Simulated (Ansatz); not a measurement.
A series of calculations on CaO

## 1. Scan

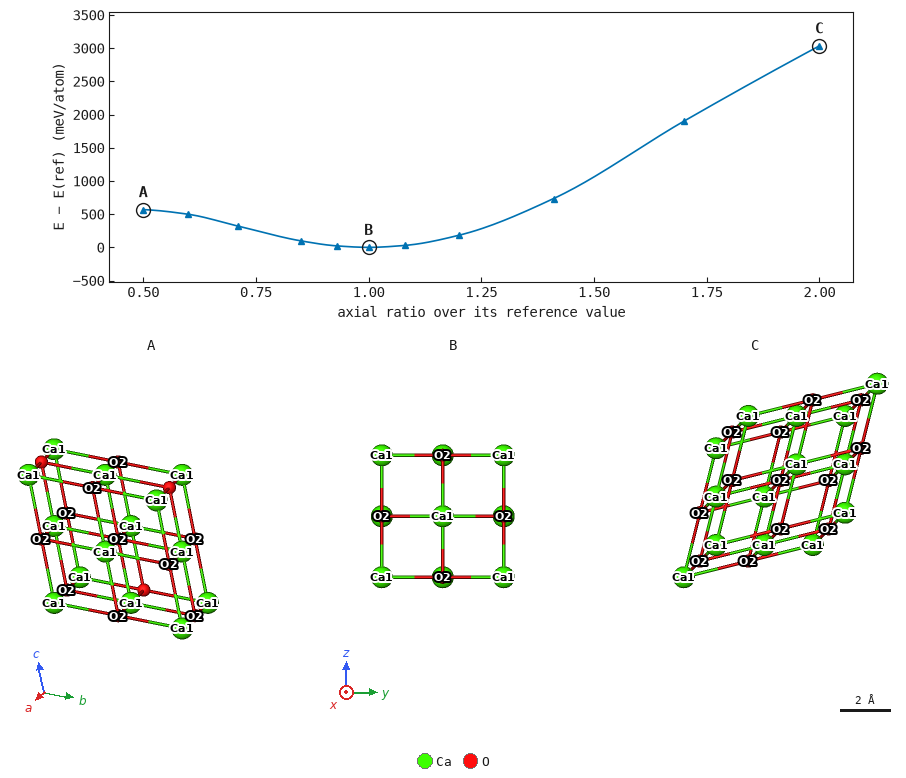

Energy scan for solid CaO (Fm-3m), in which the ratio of the cell's length along [111] to its lengths across, counted as 1 for the reference, is changed at fixed volume (a trigonal path), with the atoms kept at their fractional coordinates. x, y and z are the Cartesian axes of the input. The lettered frames are marked on the plot. A ball-and-stick model of the conventional cell (4 times the calculation's cell), seen along the a axis. Lengths and directions refer to the drawn axes.

Theory: Ansatz, DFT PBE, scalar-relativistic, plane waves, PAW. Settings: plane-wave cutoff 420 eV; k-point mesh 10 × 10 × 10; occupations gaussian; smearing width 0.05 eV; no spin polarisation. Energies (free energies at the smearing named) are counted from the cell as listed in its source, which wasn't relaxed.

Read off the main features of the energy profile.

Of the computed points the lowest is at the relative ratio 1.00, 0 meV/atom. The unrelaxed reference is under a pressure of −4.0 GPa. The distortion takes the space group from Fm-3m to R-3m, except for Pm-3m at 0.50. At the relative ratio 2.00 the cell of the drawing goes a 4.898 → 5.498 Å, b 4.898 → 5.498 Å, c 4.898 → 5.498 Å, α 90.0° → 60.0°, β 90.0° → 60.0°, γ 90.0° → 60.0°. The band gap on the mesh, 3.66 eV in the reference, closes at 1.70, 2.00.

## 2. Scan

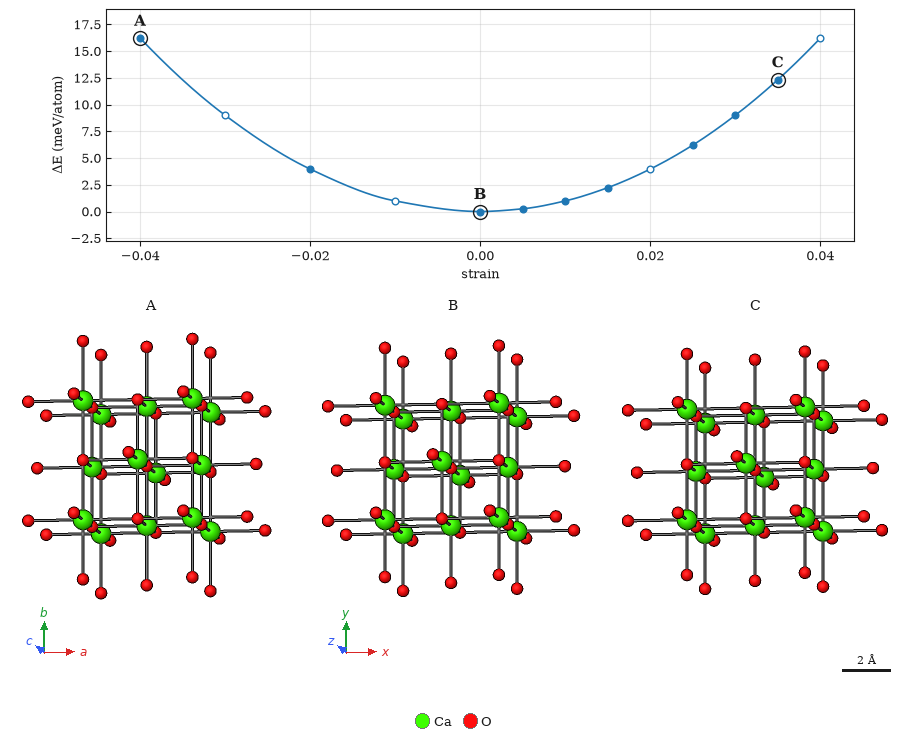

Energy scan for a crystal of CaO (Fm-3m), in which the cell is strained along x and oppositely along y, with the atoms kept at their fractional coordinates. x, y and z are the Cartesian axes of the input. The lettered frames are marked on the plot. Hollow markers are points alike by symmetry, not computed again. Style: ball-and-stick. Shown: the conventional cell (4 times the calculation's cell), along the c axis, with a slight tilt. Lengths and directions refer to the drawn axes.

The calculation used DFT PBE, scalar-relativistic, plane waves, PAW (Ansatz 0.2.0). (plane-wave cutoff 420 eV; k-point mesh 8 × 8 × 8; occupations gaussian; smearing width 0.05 eV; no spin polarisation). Energies (free energies at the smearing named) are counted from the cell as listed in its source, which wasn't relaxed.

### What does the scan show?

The lowest computed point lies at the strain 0.00 (0.0 meV/atom). The unrelaxed reference is under a pressure of −4.0 GPa. The distortion takes the space group from Fm-3m to Fmmm. At the strain −0.04 the cell of the drawing goes a 4.898 → 4.702 Å, b 4.898 → 5.094 Å.

## 3. Energy map

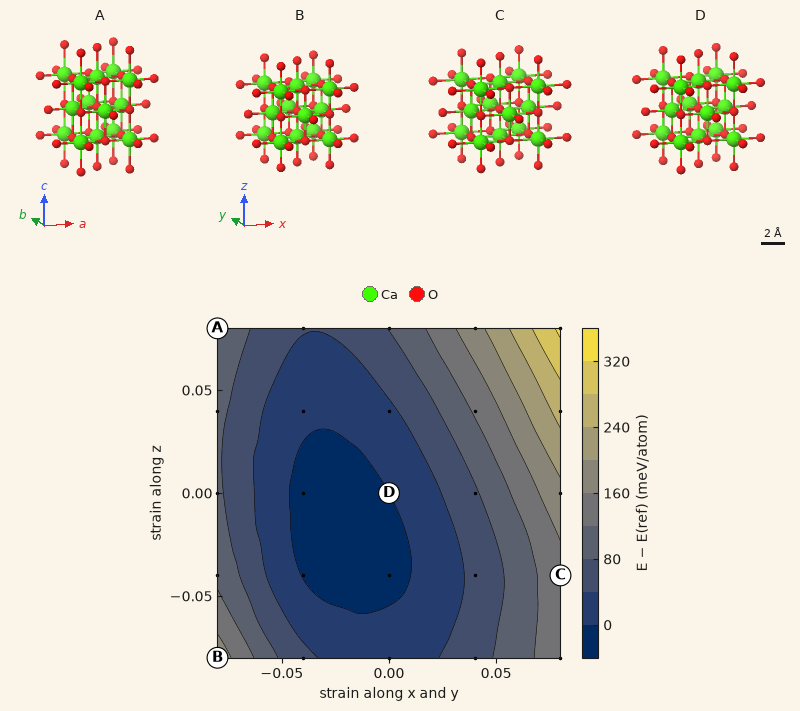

A scan of crystalline CaO (Fm-3m): the cell is strained equally along x and y and separately along z, with the atoms kept at their fractional coordinates. x, y and z are the Cartesian axes of the input. The map is interpolated between the computed points (dots). The lettered frames are marked on it. Style: ball-and-stick. Shown: the conventional cell (4 times the calculation's cell), slightly off an axis. Lengths and directions refer to the drawn axes.

These are results of DFT r2SCAN, scalar-relativistic, plane waves, PAW (Ansatz), not measurements. Set-up: plane-wave cutoff 500 eV; k-point mesh 8 × 8 × 8; occupations gaussian; smearing width 0.05 eV; no spin polarisation. Energies (free energies at the smearing named) are counted from the cell as listed in its source, which wasn't relaxed.

Where is the lowest point of the map, and what else does it tell?

Answer. In pairs of (strain along x and y; strain along z): the lowest computed points lie at (−0.040, 0.000), (0.000, −0.040) (−9 meV/atom), the highest at (0.080, 0.080) (329 meV/atom). The valley is tilted: raising the in-plane strain is made harder by raising the strain along z (cross term 0.33 of the geometric mean of the two curvatures). Over the ranges scanned the energy rises more along the first axis, the in-plane strain. The pressure runs from −18.2 GPa at (0.080, 0.080) to 32.6 GPa at (−0.080, −0.080). The frames lie at A (−0.080, 0.080): 110 meV/atom, B (−0.080, −0.080): 183 meV/atom, C (0.080, −0.040): 148 meV/atom, D (0.000, 0.000): 0 meV/atom.
